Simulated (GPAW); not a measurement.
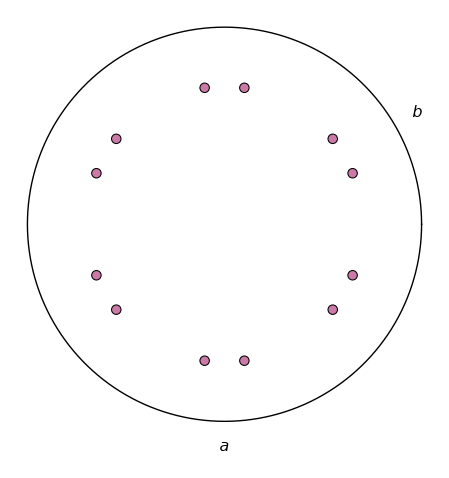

Stereographic projection: filled dots lie in the upper hemisphere, open rings in the lower. The c axis points at the viewer. The poles are all faces of one general form. Computed from the symmetry operations of a computed or model structure of composition SiC.

**Which point group is this?**

6mm (C6v), order 12, hexagonal system: one sixfold axis, six mirror planes.

**Can such a crystal be piezoelectric, pyroelectric or chiral?**

It is not centrosymmetric; polar, so pyroelectricity and piezoelectricity are allowed; it is not chiral.
